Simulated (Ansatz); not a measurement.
**V$_{3}$Si: density, localisation and related maps**

```xyz
8
Lattice="4.7380 0.0000 0.0000 0.0000 4.7380 0.0000 0.0000 0.0000 4.7380" Properties=species:S:1:pos:R:3 pbc="T T T"
Si    0.0000    0.0000    0.0000
Si    2.3690    2.3690    2.3690
V     1.1845    0.0000    2.3690
V     2.3690    3.5535    0.0000
V     3.5535    0.0000    2.3690
V     2.3690    1.1845    0.0000
V     0.0000    2.3690    3.5535
V     0.0000    2.3690    1.1845
```

Space group Pm-3n; computed pressure about −4 GPa in this cell; the program warned that a starting moment wasn't kept; spin-polarised, but the moments vanished.

These are results of DFT, PBE, PAW, plane waves, scalar-relativistic in Ansatz 0.2.0, not measurements.

Core electrons are frozen (PAW), and the valence fields are smoothed inside the atomic spheres.

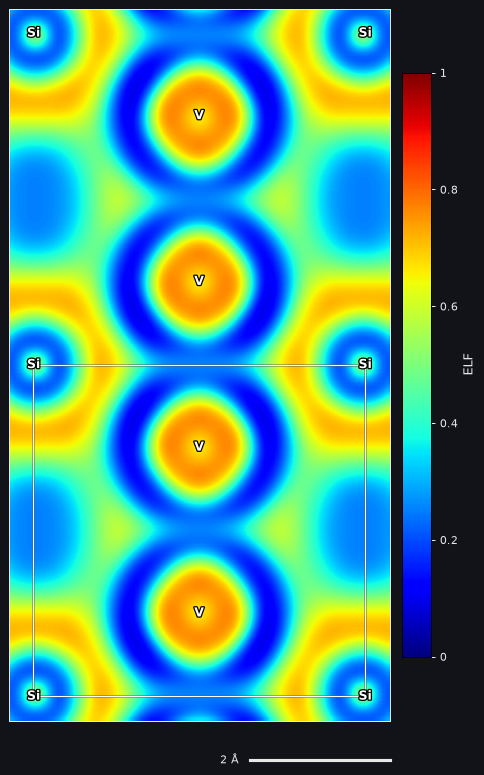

Figure 1. ELF on the (100) plane of the conventional cell.

Q: Interpret the plot.

A: The section cuts through Si and V sites. V–V (2.37 Å): the ELF is about 0.25 at the midpoint; no shared electron pair shows on this line. V–Si (2.65 Å): the ELF peaks at about 0.70 in the valence shell of Si, 1.0 Å from its nucleus, and is about 0.35 at the midpoint. The features right at V lie inside the PAW spheres, where the map follows smoothed inner orbitals and isn't to be read closely.

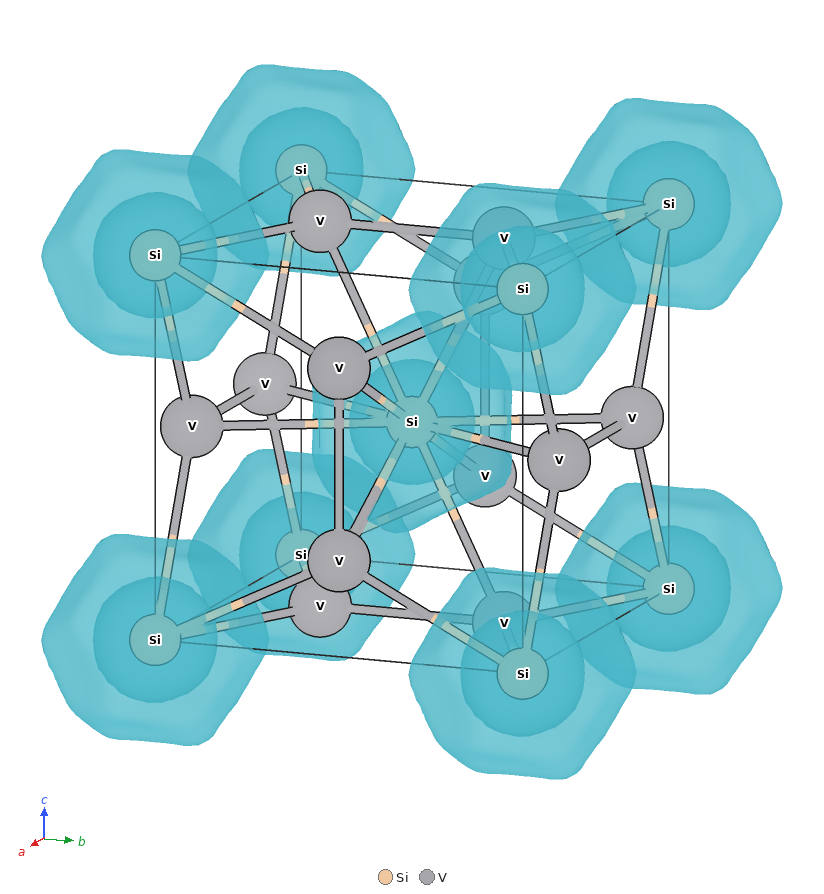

Figure 2. Isosurface of the ELF at 0.6 (cyan), seen slightly off an axis. Core shells and regions of very low density are left out. Sticks mark near contacts.

Q: What do the ELF domains correspond to?

A: At this value the surface marks out two regions wrapped around Si (the valence shell of each), counted in one cell of 8 atoms. Any copies at cell faces, edges or corners count once.

Q: Metal or insulator at this level of theory?

A: It is metallic or semimetallic at this level of theory: no gap opens.
